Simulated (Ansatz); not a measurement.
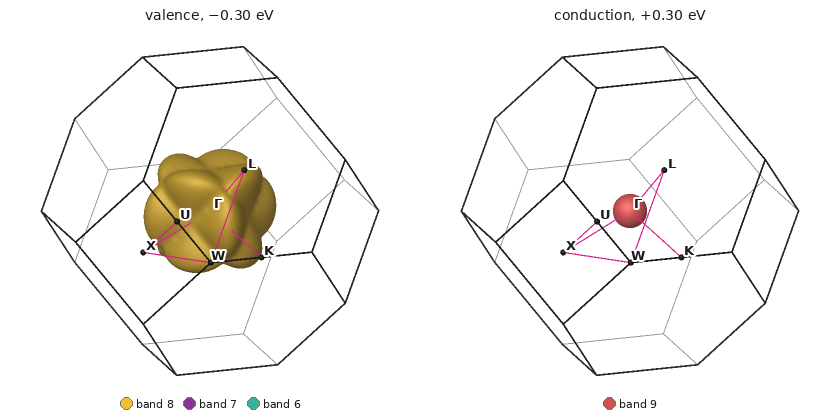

MgO in space group Fm-3m: constant-energy surfaces at both band edges (energies from each edge).

Computed with DFT PBE, scalar-relativistic, plane waves, PAW; levels and slopes on a dense k mesh at the converged density (Ansatz). No spin polarisation. Mesh 34×34×34, interpolated with the band slopes. The geometry was not relaxed (residual pressure 4 GPa).

Masses come from a second pass at points close to the extrema; at the energies drawn a band may no longer be parabolic.

What kind of gap has this crystal, and what size does the calculation give?

The gap is direct, 4.71 eV at this level of theory (semilocal functionals give gaps that are too small, and can reorder valleys that lie close).

Give the valleys and their effective masses.

Valence band (extrema up to 0.30 eV from the edge): one maximum at Γ, three bands meeting there, with masses of 0.39 and 2.12 mₑ among them, each the same along x, y and z. Band 8 forms the valence edge; band 7 meets it there and band 6 meets it there.
Conduction band (extrema up to 0.30 eV from the edge): one minimum at Γ, mass 0.35 mₑ in all directions. Band 9 forms the conduction edge.

Where one band's surface lies inside another's, the outer one hides all or part of it.

Spin-orbit coupling, left out here, can split bands that meet at an edge and change their masses.

Cost: 4 s on 2 threads of Intel(R) Xeon(R) 6975P-C (Granite Rapids), with other jobs on the host, peak memory 0.45 GiB.
